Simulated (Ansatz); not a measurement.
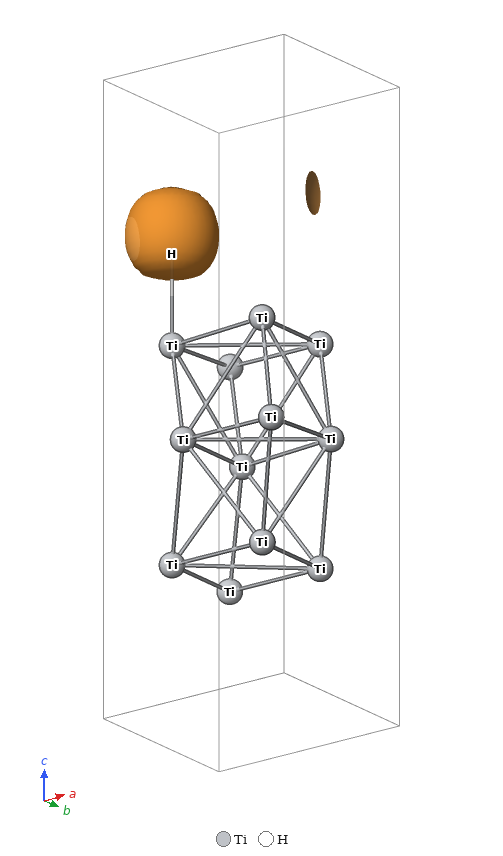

The picture shows: Ti$_{12}$H (slab). Isosurface of the ELF at 0.9 (orange), seen at an oblique angle. Only the valence region is drawn (cores and ρ < 0.01 e/Å³ removed). Sticks mark near contacts.

Computed without spin polarisation.

Level of theory: DFT LDA, scalar-relativistic, plane waves, PAW (Ansatz 0.2.0).

Core electrons are frozen (PAW), and the valence fields are smoothed inside the atomic spheres.

```
CELL_PARAMETERS angstrom
5.72795 0.00000 0.00000
-2.86397 4.96055 0.00000
0.00000 0.00000 23.53473
ATOMIC_POSITIONS crystal
Ti 0.16667 0.33333 0.36117
Ti 0.16667 0.83333 0.36117
Ti 0.66667 0.33333 0.36117
Ti 0.66667 0.83333 0.36117
Ti 0.33729 0.16271 0.45142
Ti 0.33729 0.67459 0.45142
Ti 0.82541 0.16271 0.45142
Ti 0.83333 0.66667 0.45515
Ti 0.16667 0.33333 0.54349
Ti 0.16810 0.83405 0.54775
Ti 0.66595 0.33190 0.54775
Ti 0.66595 0.83405 0.54775
H 0.16667 0.33333 0.61975
```

> Describe the localisation domains.

At this value the surface marks out one region around a hydrogen nucleus, counted in one cell of 13 atoms. Counts are for one cell; the picture repeats the cell along the surface. Along the contacts the grid gives the following. Ti–H (1.79 Å): the ELF climbs to about 1 towards the hydrogen. Ti–Ti (2.68 Å): the ELF is about 0.20 at the midpoint (no shared electron pair shows on this line).

> Does the calculation give a band gap?

It is metallic or semimetallic at this level of theory: no gap opens.
